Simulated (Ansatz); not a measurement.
# Sc: what the fields show

Input file:

```
crystal:
  lattice:
    - [3.309, 0.0, 0.0]
    - [-1.6545, 2.8656780611, 0.0]
    - [0.0, 0.0, 5.2733]
  atoms:
    - { symbol: Sc, position: [0.6666666667, 0.3333333333, 0.75] }
    - { symbol: Sc, position: [0.3333333333, 0.6666666667, 0.25] }
hamiltonian:
  xc: pbesol
  pseudopotentials: { kind: paw }
kpoints:
  mp_grid: { grid: [9, 9, 5] }
scf:
  occupations: { method: gaussian, width: 0.02 }
output:
  forces: true
  stress: true
  eigenvalues: true
  write_density: true
  write_potential: true
  elf: true
  volumetric_format: npy
```

Launched as:

```sh
ansatz run input.yaml --threads 2 --pin off --max-ram 5632MiB --backend cpu --events-out ev --progress --plain --runs-dir out
```

Below, planes, directions and counts refer to the conventional cell (a = 3.31 Å, b = 3.31 Å, c = 5.27 Å, α = 90.00°, β = 90.00°, γ = 120.00°).

Space group P6₃/mmc; computed pressure about −3 GPa in this cell.

Method: Kohn-Sham DFT of a periodic cell, PBEsol, Ansatz PAW (Ansatz).

In a PAW calculation such maps are meaningful between the atoms, not at the nuclei.

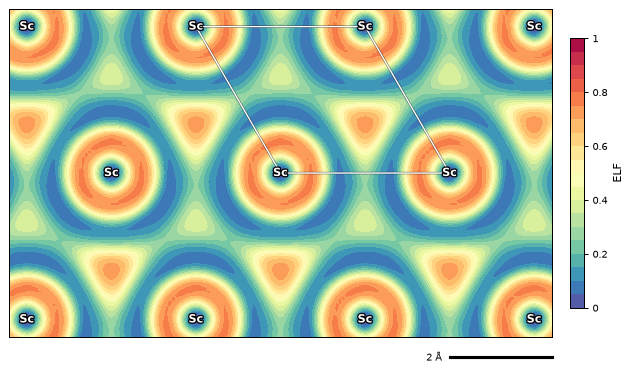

Figure 1. Electron localisation function on the (001) plane of the conventional cell.

Q: What do the fields say about this system?

A: The section cuts through Sc sites. Sc–Sc (3.31 Å): the ELF is about 0.30 at the midpoint; no shared electron pair shows on this line. The ELF has a maximum of about 0.75 in the space between the atoms, on no atom or two-centre bond. The features right at Sc lie inside the PAW spheres, where the map follows smoothed inner orbitals and isn't to be read closely.

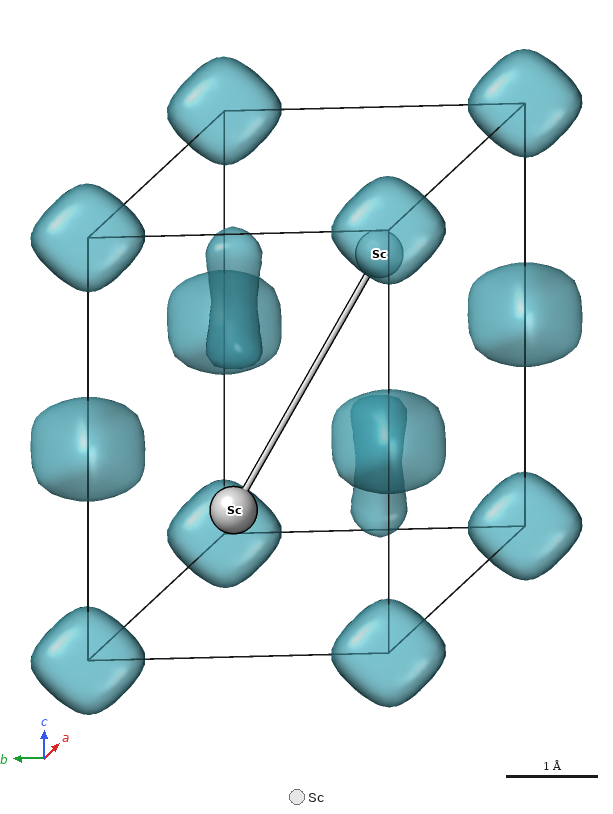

Figure 2. Isosurface of the electron localisation function at 0.65 (cyan), seen at an oblique angle. Only the valence region is drawn (cores and ρ < 0.01 e/Å³ removed). Sticks mark near contacts.

Q: Where are the electrons localised?

A: The ELF exceeds this value in four pockets between the atoms, centred on no nucleus (multi-centre or interstitial), counted in one cell of 2 atoms. Regions shared between cells count once. There are no localised bonds or lone pairs at this value.


Sc–Sc (3.26 Å): the ELF is about 0.25 at the midpoint: no shared electron pair shows on this line.

Q: Metal or insulator at this level of theory?

A: It is gapless in this calculation (a metal or semimetal).
